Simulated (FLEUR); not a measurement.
# 2 ML Co on Au(111), 3 substrate layers: from one collinear state to anisotropy, part 2 of 2

One state of 2 ML Co on Au(111), 3 substrate layers is converged without symmetry. Force theorems then give its anisotropy.

FLEUR MaX-R8.1; PBE; all-electron FLAPW film, Dirac cores, scalar-relativistic bands.

So far. Step 2 (Self-consistent state): After 59 cycles the largest moment stands at 1.99 μB.

## 5. Spin–orbit coupling, moments along z

Level of this step: PBE; all-electron FLAPW film, Dirac cores, scalar-relativistic bands with spin-orbit coupling (FLEUR).

Spin–orbit coupling ties the spins to the lattice and lets orbital moments form.

A new self-consistent run of the start ferro ++, with the moments along z. The k list default-1 (kpts.xml, not shown) is a Γ-centred 26×26×1 mesh.

Contents of inp.xml:

```
<?xml version="1.0" encoding="UTF-8" standalone="no"?>
<fleurInput fleurInputVersion="0.39">
   <comment>
      Co2Au3
   </comment>
   <calculationSetup>
      <cutoffs Kmax="3.66" Gmax="11.0" GmaxXC="11.0" numbands="185"/>
      <scfLoop itmax="150" minDistance="0.00002" maxIterBroyd="15" imix="Anderson" alpha="0.03" precondParam="0.0" spinf="2.0" sdNocoIR="T"/>
      <coreElectrons ctail="T" frcor="F" kcrel="0" coretail_lmax="0"/>
      <xcFunctional name="pbe" relativisticCorrections="F"/>
      <magnetism jspins="2"/>
      <soc l_soc="T" theta="0.0" phi="0.0" spav="F"/>
      <expertModes spex="0" secvar="F"/>
      <geometryOptimization l_f="F" forcealpha="1.0" forcemix="BFGS" epsdisp="0.00001" epsforce="0.00001"/>
      <ldaU l_linMix="F" mixParam="0.05" spinf="1.0"/>
   </calculationSetup>
   <cell>
      <bzIntegration valenceElectrons="85.0" mode="hist" fermiSmearingEnergy="0.00183747">
         <kPointListSelection listName="default-1"/>
         <xi:include xmlns:xi="http://www.w3.org/2001/XInclude" href="kpts.xml"> </xi:include>
      </bzIntegration>
      <xi:include xmlns:xi="http://www.w3.org/2001/XInclude" href="sym.xml"> </xi:include>
      <filmLattice scale="1.0" dVac="22.4" dTilda="24.9">
         <bravaisMatrixFilm>
            <row-1>    5.4494027270181657     0.0000001156701361</row-1>
            <row-2>   -2.7247014636929130     4.7193211392160981</row-2>
         </bravaisMatrixFilm>
         <vacuumEnergyParameters vacuum="1" spinUp="-.25" spinDown="-.25"/>
         <vacuumEnergyParameters vacuum="2" spinUp="-.25" spinDown="-.25"/>
      </filmLattice>
   </cell>
   <atomSpecies>
      <species name="Gold (Au)" element="Au" atomicNumber="79">
         <mtSphere radius="2.59" gridPoints="857" logIncrement="0.016"/>
         <atomicCutoffs lmax="10" lnonsphr="8"/>
         <electronConfig flipSpins="F">
            <coreConfig>(1s1/2) (2s1/2) (2p1/2) (2p3/2) (3s1/2) (3p1/2) (3p3/2) (4s1/2) (3d3/2) (3d5/2) (4p1/2) (4p3/2) (5s1/2) (4d3/2) (4d5/2) (4f5/2) (4f7/2)</coreConfig>
            <valenceConfig>(5p1/2) (5p3/2) (6s1/2) (5d3/2) (5d5/2)</valenceConfig>
            <stateOccupation state="(6s1/2)" spinUp="0.500000" spinDown="0.500000"/>
         </electronConfig>
         <energyParameters s="6" p="6" d="5" f="5"/>
         <lo type="SCLO" l="1" n="5" eDeriv="0"/>
      </species>
      <species name="Cobalt (Co2.001" element="Co" atomicNumber="27">
         <mtSphere radius="2.24" gridPoints="741" logIncrement="0.016"/>
         <atomicCutoffs lmax="8" lnonsphr="6"/>
         <electronConfig flipSpins="F">
            <coreConfig>(1s1/2) (2s1/2) (2p1/2) (2p3/2)</coreConfig>
            <valenceConfig>(3s1/2) (3p1/2) (3p3/2) (4s1/2) (3d3/2) (3d5/2)</valenceConfig>
            <stateOccupation state="(3d3/2)" spinUp="1.5005" spinDown="1.2995"/>
            <stateOccupation state="(3d5/2)" spinUp="3.0" spinDown="1.2"/>
         </electronConfig>
         <energyParameters s="4" p="4" d="3" f="4"/>
         <lo type="SCLO" l="0" n="3" eDeriv="0"/>
         <lo type="SCLO" l="1" n="3" eDeriv="0"/>
      </species>
   </atomSpecies>
   <atomGroups>
      <atomGroup species="Gold (Au)">
         <filmPos label="                   1">.0000000000 .0000000000 -8.2103572427</filmPos>
         <force calculate="T" relaxXYZ="TTT"/>
      </atomGroup>
      <atomGroup species="Gold (Au)">
         <filmPos label="                   2">-1.000/3.000 1.000/3.000 -3.7607704132</filmPos>
         <force calculate="T" relaxXYZ="TTT"/>
      </atomGroup>
      <atomGroup species="Gold (Au)">
         <filmPos label="                   3">1.000/3.000 -1.000/3.000 .6887735394</filmPos>
         <force calculate="T" relaxXYZ="TTT"/>
      </atomGroup>
      <atomGroup species="Cobalt (Co2.001">
         <filmPos label="                   4">.0000000000 .0000000000 4.6860525958</filmPos>
         <force calculate="T" relaxXYZ="TTT"/>
      </atomGroup>
      <atomGroup species="Cobalt (Co2.001">
         <filmPos label="                   5">-1.000/3.000 1.000/3.000 8.2103572427</filmPos>
         <force calculate="T" relaxXYZ="TTT"/>
      </atomGroup>
   </atomGroups>
   <output dos="F" band="F" slice="F">
      <bandDOS minEnergy="-.5*Htr" maxEnergy="0.5*Htr" sigma="0.015" storeEVData="T"/>
      <plotting iplot="0" polar="F">
         <plot TwoD="T" vec1="  1.0  0.0  0.0" vec2="  0.0  1.0  0.0" vec3="  0.0  0.0  1.0" zero="  0.0  0.0 -0.5" file="plot"/>
      </plotting>
      <moessbauerParams electricFieldGradient="F" isomerShift="F" coreHyperfine="F" valenceHyperfine="F"/>
   </output>
</fleurInput>
```

Contents of crystal.txt:

```
Co2Au3
&input film=T cartesian=F /
2.88369973621  0.00000006121  0.00000000000
-1.44184992112  2.49735719784  0.00000000000
0.00000000000  0.00000000000  1.00000000000
1.8897261246
1.0 1.0 1.0

5
79 0.00000000000  0.00000000000  -8.21035724269
79 0.66666666667  0.33333333333  -3.76077041320
79 0.33333333333  0.66666666667  0.68877353944
27 0.00000000000  0.00000000000  4.68605259579 : 2.001
27 0.66666666667  0.33333333333  8.21035724269 : 2.001

&soc 0.0000000 0.0000000 /
&kpt div1=26 div2=26 div3=1 gamma=T /
```

On the command line:

```sh
$ OMP_NUM_THREADS=1 inpgen -f crystal.txt > inpgen.log  # inp.xml is then edited as shown
$ OMP_NUM_THREADS=1 mpirun -n 8 fleur_MPI > fleur.log
```

The program printed:

```text
[banner, memory and clock lines left out]
Welcome to FLEUR        (www.flapw.de)
      MaX-Release 8.1          (www.max-centre.eu)

 ========== k-point set info ==========
 Selected k-point list: default-1
 k-point list type: mesh
 0 x 0 x 0
 Number of k points: 232

 [... set-up left out ...]
 Iteration:     1   Distance:      59.27955945 me/bohr^3
 Iteration:     2   Distance:     113.58135490 me/bohr^3
 Iteration:     3   Distance:      37.16288918 me/bohr^3
 Iteration:     4   Distance:      52.94159202 me/bohr^3
 Iteration:     5   Distance:      29.40417776 me/bohr^3
 Iteration:     6   Distance:      21.33392936 me/bohr^3
 Iteration:     7   Distance:      10.21779804 me/bohr^3
 Iteration:     8   Distance:      12.75471192 me/bohr^3
 Iteration:     9   Distance:      12.65519172 me/bohr^3
 Iteration:    10   Distance:      11.76195456 me/bohr^3
[... 37 iterations left out ...]
 Iteration:    48   Distance:       0.00061860 me/bohr^3
 Iteration:    49   Distance:       0.00061680 me/bohr^3
 Iteration:    50   Distance:       0.00025061 me/bohr^3
 Iteration:    51   Distance:       0.00024953 me/bohr^3
 Iteration:    52   Distance:       0.00024426 me/bohr^3
 Iteration:    53   Distance:       0.00011690 me/bohr^3
 Iteration:    54   Distance:       0.00008906 me/bohr^3
 Iteration:    55   Distance:       0.00002995 me/bohr^3
 Iteration:    56   Distance:       0.00002628 me/bohr^3
 Iteration:    57   Distance:       0.00000511 me/bohr^3

 ********************************************************************
 Run finished successfully
 Stop message:
   all done
 ********************************************************************

--- out.xml (last complete iteration) ---
<iteration numberForCurrentRun="   57" overallNumber="   57">
         [... left out ...]
         <bandgap value="0.0000000000" units="eV"/>
         <sumValenceSingleParticleEnergies value="-97.4982967101" units="Htr"/>
         <FermiEnergy value="-0.1586593148" units="Htr"/>
         [... left out ...]
         <magneticMomentsInMTSpheres units="muBohr">
            <globalMagMoment atomType="1" vec="0.00000   0.00000   0.00065"/>
            <globalMagMoment atomType="2" vec="0.00000   0.00000  -0.00369"/>
            <globalMagMoment atomType="3" vec="0.00000   0.00000   0.00765"/>
            <globalMagMoment atomType="4" vec="0.00000   0.00000   1.89895"/>
            <globalMagMoment atomType="5" vec="0.00000   0.00000   1.97941"/>
         </magneticMomentsInMTSpheres>
         <orbitalMomentsInMTSpheres units="muBohr">
            <globalMagMoment atomType="1" vec="0.00000   0.00000   0.00007"/>
            <globalMagMoment atomType="2" vec="0.00000   0.00000   0.00042"/>
            <globalMagMoment atomType="3" vec="0.00000   0.00000   0.00638"/>
            <globalMagMoment atomType="4" vec="0.00000   0.00000   0.12788"/>
            <globalMagMoment atomType="5" vec="0.00000   0.00000   0.14512"/>
         </orbitalMomentsInMTSpheres>
         [... left out ...]
         <totalEnergy value="   -59930.7618335773" units="Htr">
            <sumOfEigenvalues value="   -36892.7272469888">
               <coreElectrons value="-36795.2289502788"/>
               <valenceElectrons value="-97.4982967101"/>
            </sumOfEigenvalues>
         [... left out ...]
            <freeEnergy value="-59930.7628634164"/>
            <extrapolationTo0K value="-59930.7623484968"/>
         </totalEnergy>
         <densityConvergence units="me/bohr^3">
            <chargeDensity spin="1" distance="0.0000024094"/>
            <chargeDensity spin="2" distance="0.0000036684"/>
            <overallChargeDensity distance="0.0000051060"/>
            <spinDensity distance="0.0000035290"/>
         </densityConvergence>
      </iteration>
```

Run time: 51 min. Hardware: 8 MPI ranks of Arm Neoverse V1, shared host; peak memory 2.7 GiB; 6.8 h of CPU time.

Spin moment in the muffin-tin sphere by atom:

```
atom  spin moment in the muffin-tin sphere (μB)
 Au1                                       0.00
 Au2                                       0.00
 Au3                                       0.01
 Co4                                       1.90
 Co5                                       1.98
```

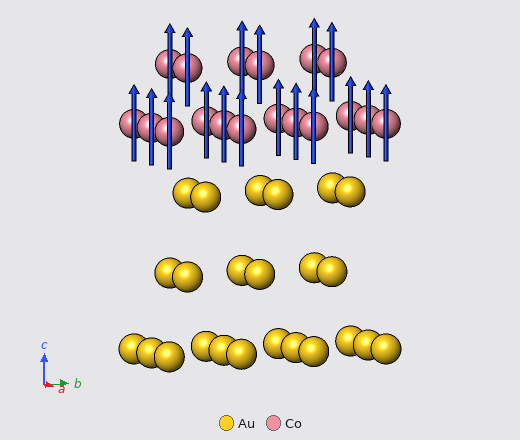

Spin moment in the muffin-tin sphere as arrows, the longest 1.98 μB. Up and down stand for the sign. Arrows give size and sign along the axis of quantisation, drawn up and down the page. 2×3×1 cells are drawn. Some periodic images of atoms are drawn too.

Read from the output:

* free energy: -1630799.1363 eV
* program's band gap on this mesh (in a metal only a level spacing): 0 eV
* magnetization: 3.746 μB
* final state: ferromagnetic
* orbital moment along the spin: 0.1451 μB

Orbital moment in the sphere, along the spin axis by atom:

```
atom  orbital moment in the sphere, along the spin axis (μB)
 Au1                                                   0.000
 Au2                                                   0.000
 Au3                                                   0.006
 Co4                                                   0.128
 Co5                                                   0.145
```

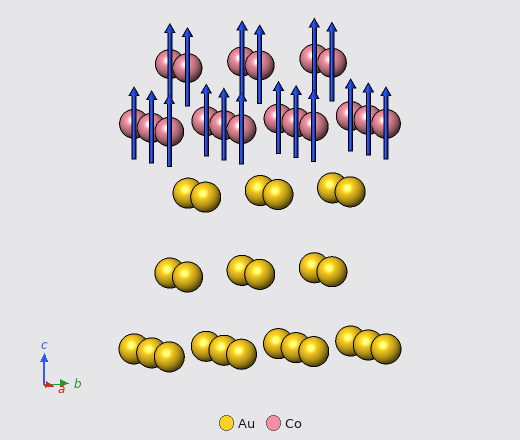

Orbital moment in the sphere, along the spin axis as arrows, the longest 0.145 μB. Up and down stand for the sign. Arrows give size and sign along the axis of quantisation, drawn up and down the page. 2×3×1 cells are drawn. Some periodic images of atoms are drawn too.

## 6. Outcome

```
reference state                                                             : ferromagnetic
largest sphere moment                                                       : 1.99 μB
easy direction of those tried                                               : z
energy along x less z, force theorem                                        : 0.423 meV a primitive cell
orbital moment on the atom of largest spin, along its spin (spin–orbit run) : 0.145 μB
```

What this shows: By the force theorem the moments prefer z; shape anisotropy is not in it, and in a film it favours the plane. The difference for the second direction goes from 0.30 meV (mesh 16×16×1, 165 states, 18 min of CPU time) to 0.42 meV (mesh 26×26×1, 165 states, 46 min), so it is not converged. The orbital moment is parallel to the spin, as Hund's third rule has it for a shell over half filled. The state was typed, and no other order was converged beside it, so it need not be the ground state. A substrate of 3 unrelaxed layers is a model; thickness and relaxation can move these numbers.

[Logs and program files are shortened in this print: banners, set-up blocks, solver, clock and traceback lines can be left out without a mark of their own.]

[Logs are printed without paths, hosts, clocks, repeated set-up lines and the standing remarks that a program may print on its own settings, such as how far it seeks lower states.]

[Hosts, paths, dates, database ids (printed as entryN), source tags and the programs' standing remarks are cut or masked in the printed files.]

[Where a cell is said to come from a database of computed structures, the database is the Materials Project.]
